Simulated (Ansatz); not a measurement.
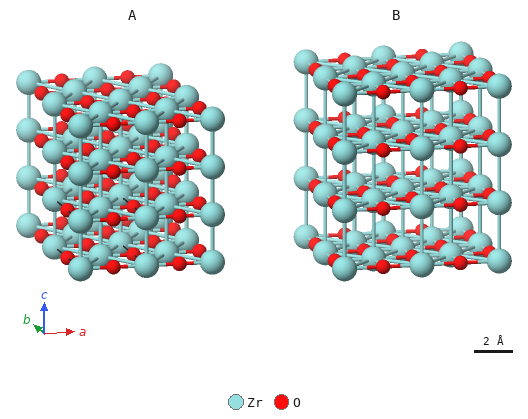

Two geometries of a crystal of ZrO (a generated structure, set up in Cmmm), drawn at one scale. One is the start of a relaxation, the other its converged end. The picture is a ball-and-stick view of the conventional cell (2 times the calculation's cell), repeated 2 × 2 × 3 with one cell outlined, seen slightly off an axis. Lengths and directions refer to the drawn axes.

These are results of Kohn-Sham DFT of a periodic cell, PBEsol0, Ansatz PAW in Ansatz 0.2.0, not measurements. Set-up: plane-wave cutoff 420 eV; k-point mesh 5 × 5 × 5; occupations fermi-dirac; smearing width 0.05 eV; no spin polarisation; cell and atoms relaxed; force threshold 0.01 eV/Å; at most 40 steps.

### Which of the two is the end point?

Structure B is the relaxed one. The run lets cell and atoms move. Over 15 accepted moves (18 points after the start) the energy falls by 1629 meV per atom. All forces vanish by symmetry, so only the cell relaxes. The pressure goes from 54.57 to 0.01 GPa. At 3 points the geometry stayed and the basis and grid were re-selected for the new cell (energy shift of 65.4 meV per atom at most each time). No atom moves by more than 0.005 Å relative to the cell. Cell: a 3.653 → 4.286 Å (+17.3 %), b 5.838 → 4.318 Å (−26.0 %), c 2.620 → 3.203 Å (+22.3 %). Volume +6.1 %. Among the contacts that change: O–Zr 2.919 → 2.159 Å, Zr–Zr 2.620 → 3.203 Å, Zr–Zr 3.443 → 3.042 Å, O–Zr 1.827 → 2.143 Å. New bonds form, among them: O–Zr (2.92 → 2.16 Å). The space group stays Cmmm (No. 65).

Limits of the set-up: the k-point mesh is coarse for a cell with partly filled bands.
